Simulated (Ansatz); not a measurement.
Al2Cu

Input file:

```
crystal:
  lattice:
    - [-2.0273575168, 2.0273575168, 2.8669875134]
    - [2.0273575168, -2.0273575168, 2.8669875134]
    - [2.0273575168, 2.0273575168, -2.8669875134]
  atoms:
    - { symbol: Al, position: [0.75, 0.2592484921, 0.5092484921] }
    - { symbol: Al, position: [0.25, 0.7592484921, 0.5092484921] }
    - { symbol: Cu, position: [0.5, 0.4921462076, -0.0078537924] }
basis:
  ecutwfc: 500
kpoints:
  mp_grid: { grid: [16, 16, 16] }
hamiltonian:
  xc: r2scan
scf:
  occupations: { method: gaussian, width: 0.15 }
output:
  forces: true
  stress: true
  eigenvalues: true
  write_density: true
  write_potential: true
  elf: true
  volumetric_format: npy
```

Run with:

```sh
ansatz run input.yaml --threads 2 --pin off --max-ram 5120MiB --backend cpu --events-out ev --progress --plain --runs-dir out
```

Below, planes, directions and counts refer to the conventional cell (a = 4.05 Å, b = 5.73 Å, c = 4.05 Å, α = 90.00°, β = 90.00°, γ = 90.00°).

Space group Imm2; a structure from a database of computed crystals, not necessarily the ambient phase; not relaxed (largest force 0.5 eV/Å); computed without spin polarisation.

Level of theory: DFT r2SCAN, scalar-relativistic, plane waves, PAW in Ansatz 0.2.0.

In a PAW calculation such maps are meaningful between the atoms, not at the nuclei.

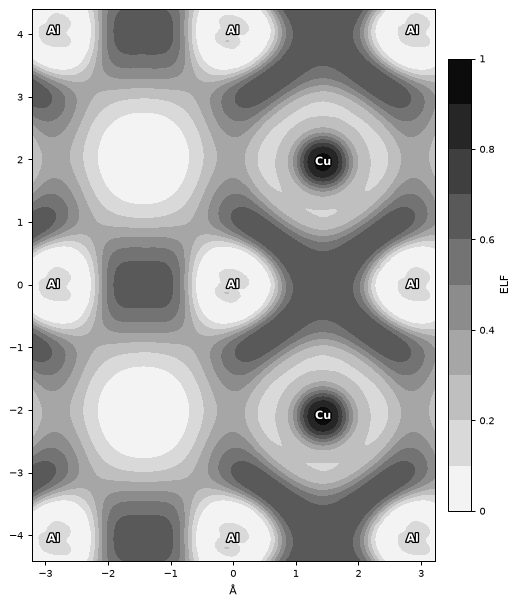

Figure 1. Electron localisation function on the (100) plane of the conventional cell.

### What do the fields say about this system?

- The plane passes through Al and Cu nuclei.
- Al–Cu (2.43 Å): the ELF peaks at about 0.70 between the atoms.
- Al–Cu (2.54 Å): the ELF peaks at about 0.70 between the atoms.
- The features right at Cu lie inside the PAW spheres, where the map follows smoothed inner orbitals and isn't to be read closely.

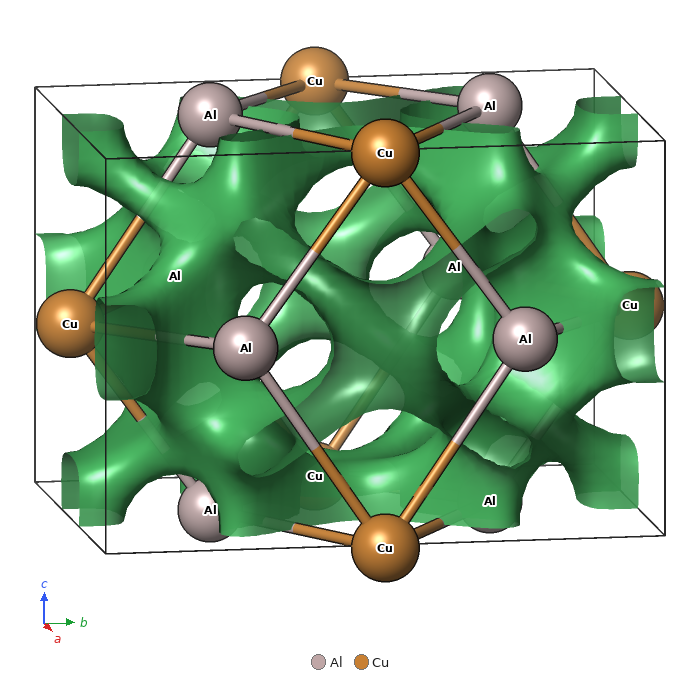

Figure 2. Isosurface of the electron localisation function at 0.55 (green), seen at an oblique angle. Core shells and regions of very low density are left out. Sticks mark near contacts.

### Identify the bonds, lone pairs and shells in this picture.

The ELF exceeds this value in one network that runs through the whole crystal, counted in one cell of 6 atoms. Any copies at cell faces, edges or corners count once. Profiles from the grid: Al–Cu (2.48 Å): the ELF peaks at about 0.70 between the atoms.

### Does the calculation make it a metal, or give it a gap?

It is metallic or semimetallic at this level of theory: no gap opens.
